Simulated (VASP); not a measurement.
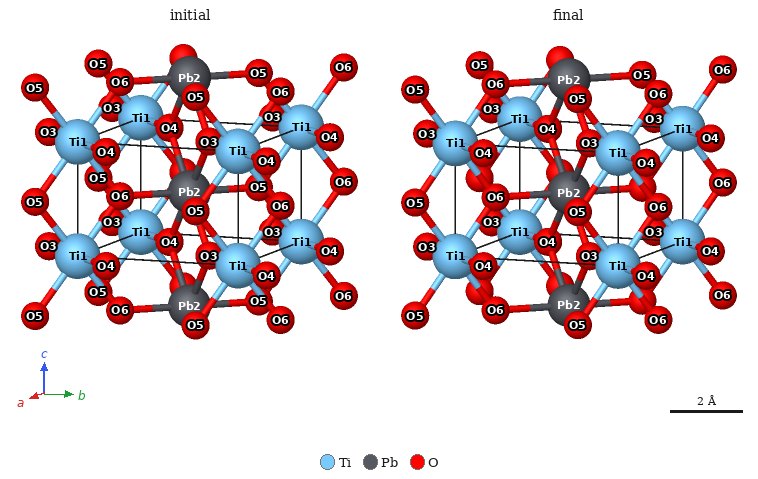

The structure of solid TiPbO4 (a generated structure, set up in Cmmm) before (left) and after (right) a relaxation, at one scale.

The picture is a ball-and-stick view of the cell of the calculation, seen slightly off an axis.

The run lets cell and atoms move.

Computed with VASP 6.6.1, Kohn-Sham DFT of a periodic cell, PBE, VASP PAW PBE potentials, recommended.

The input:
```
SYSTEM = TiPbO4
ALGO     = Fast           ! electronic algorithm
EDIFF    = 1E-4           ! SCF threshold, eV
EDIFFG   = -0.08          ! ionic threshold
ENCUT    = 520            ! plane-wave cutoff, eV
GGA      = PE             ! functional
IBRION   = 2              ! ionic algorithm
ISIF     = 3              ! what is computed and relaxed
ISMEAR   = 0              ! smearing method
LASPH    = .True.         ! aspherical terms in the spheres
LCHARG   = .False.        ! write CHGCAR
LREAL    = .False.        ! projectors in reciprocal space
LWAVE    = .False.        ! write WAVECAR
NELM     = 60             ! most SCF steps
NSW      = 24             ! ionic steps
PREC     = Normal         ! precision mode
SIGMA    = 0.15           ! smearing width, eV
```

Run as
```bash
cat potpaw_PBE.64/Ti_sv/POTCAR potpaw_PBE.64/Pb_d/POTCAR potpaw_PBE.64/O/POTCAR > POTCAR
mpirun -np 1 vasp_std > vasp.out
```

> What changed between the two?

Over 5 geometry steps the energy falls by 0.295 eV per cell of the calculation. The largest force component goes from 2.3 to 0.031 eV/Å. Pressure: 1.24 GPa at the start and 0.21 GPa at the end. The largest moves relative to the cell, 0.090 Å, are those of O5 and O6. O5 goes along [−1 1 0]. Ti and Pb stay in place. Cell: a = b 4.808 → 4.872 Å (+1.3 %), c 3.220 → 3.185 Å (−1.1 %), γ 90.0° → 90.3°. Volume +1.5 %. Near-neighbour distances that change, for instance: Pb2–O5 2.108 → 2.230 Å, Ti1–O5 2.064 → 2.008 Å, Ti1–Ti1 3.220 → 3.185 Å, Pb2–O3 2.130 → 2.161 Å. Bond angles that change, for instance: O3–Pb2–O3 98.2° → 94.9°, O3–Pb2–O4 81.8° → 85.1°, Pb2–O4–Pb2 98.2° → 94.9°. The space group stays Cmmm (No. 65).
